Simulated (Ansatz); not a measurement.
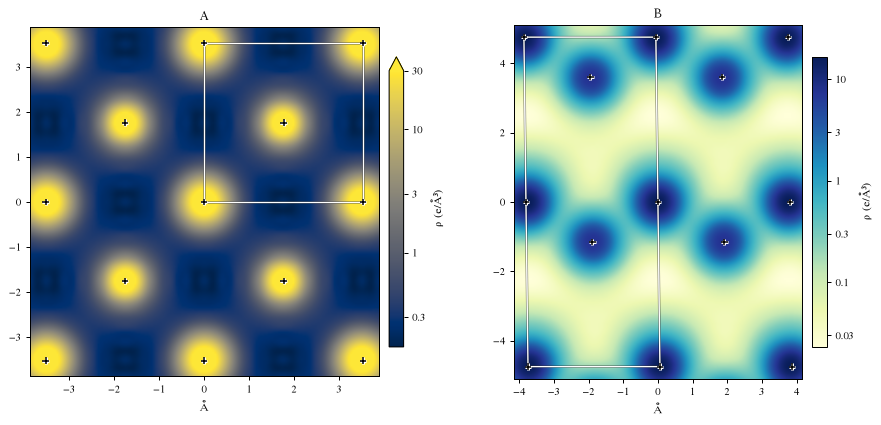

The valence pseudo-density of 2 systems, each on a plane through atoms (crosses mark nuclei in the plane).

The calculation used Ansatz 0.2.0, DFT PBEsol, scalar-relativistic, plane waves, PAW.

System 1: Ni$_{3}$Ge, the (001) plane of the calculation cell. Space group Pm-3m; a structure from a database of computed crystals, not necessarily the ambient phase; computed without spin polarisation.

System 2: SnO, the (010) plane of the calculation cell. Space group C2/m; a structure from a database of computed crystals, not necessarily the ambient phase; changed on purpose from its base cell (strain +0.0175 x Voigt [0, 0, 0, 1, 0, 0], atoms carried along).

```cif
data_structure
_symmetry_space_group_name_H-M 'P 1'
_symmetry_Int_Tables_number 1
_cell_length_a 3.8058
_cell_length_b 3.8058
_cell_length_c 9.5031
_cell_angle_alpha 89.291
_cell_angle_beta 90.709
_cell_angle_gamma 90.002
_cell_volume 137.62
loop_
_atom_site_label
_atom_site_type_symbol
_atom_site_fract_x
_atom_site_fract_y
_atom_site_fract_z
_atom_site_occupancy
Sn1 Sn 0.75001 0.24999 0.87123 1
Sn2 Sn 0.24999 0.75001 0.12877 1
Sn3 Sn 0.74999 0.25001 0.37123 1
Sn4 Sn 0.25001 0.74999 0.62877 1
O1 O 0.25000 0.25000 0.25000 1
O2 O 0.75000 0.75000 0.75000 1
O3 O 0.25000 0.25000 0.75000 1
O4 O 0.75000 0.75000 0.25000 1
```

**Which map belongs to which system?**

Panel A is system 1, Ni$_{3}$Ge: the plane holds Ni and Ge. Ni–Ge (2.49 Å): ρ at the midpoint is about 0.36 e/Å³. Panel B is system 2, SnO: the plane holds Sn and O. Sn–O (2.24 Å): ρ is about 0.46 e/Å³ halfway.
